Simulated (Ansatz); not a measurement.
System: LiNbO₂, space group P6_3/mmc (No. 194).

Input of the run:
```
crystal:
  lattice:
    - [2.9032350218, 0.0, 0.0]
    - [-1.4516175109, 2.514275282, 0.0]
    - [0.0, 0.0, 10.4352469352]
  atoms:
    - { symbol: Li, position: [0.0, 0.0, 0.0] }
    - { symbol: Li, position: [0.0, 0.0, 0.5] }
    - { symbol: Nb, position: [0.3333333333, 0.6666666667, 0.75] }
    - { symbol: Nb, position: [0.6666666667, 0.3333333333, 0.25] }
    - { symbol: O, position: [0.3333333333, 0.6666666667, 0.1231797363] }
    - { symbol: O, position: [0.3333333333, 0.6666666667, 0.3768202637] }
    - { symbol: O, position: [0.6666666667, 0.3333333333, 0.6231797363] }
    - { symbol: O, position: [0.6666666667, 0.3333333333, 0.8768202637] }
kpoints:
  mp_grid: { grid: [9, 9, 2] }
hamiltonian:
  xc: r2scan
scf:
  occupations: { method: fixed }
dielectric: {}
```

Run as:
```bash
ansatz run input.yaml --threads 4 --pin off --max-ram 5529MiB --backend cpu --events-out ev --progress --plain --runs-dir out
```

Computed with Ansatz 0.2.0: Born effective charges by linear response at the zone centre, in units of the proton charge, Cartesian axes of the given cell; DFT, r2SCAN, plane waves, PAW. Level: r2SCAN, no spin polarisation.

| setting | value |
| --- | --- |
| periodic directions | 3 |
| potentials | PAW |
| wave cutoff | 500 eV |
| k mesh | 9×9×2 |

Predict the mean Born effective charge of each atom. The cases: Li 1; Li 2; Nb 1; Nb 2; O 1; O 2; O 3; O 4.

Nb 1 and Nb 2 share the largest size, 2.35 e, and the charges add up to 0.00 e. Nb 1 and Nb 2 are equally anisotropic; for Nb 1: its diagonal components run from 1.53 to 2.76 e.

```tsv
atom	mean Born effective charge (e)	Born charge xx (e)	Born charge zz (e)
Li 1	1.31	1.110	1.714
Li 2	1.31	1.110	1.714
Nb 1	2.35	2.759	1.526
Nb 2	2.35	2.759	1.526
O 1	-1.83	-1.934	-1.620
O 2	-1.83	-1.934	-1.620
O 3	-1.83	-1.934	-1.620
O 4	-1.83	-1.934	-1.620
```

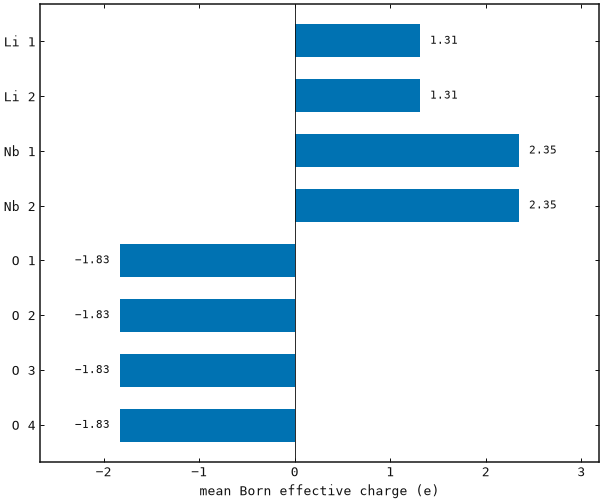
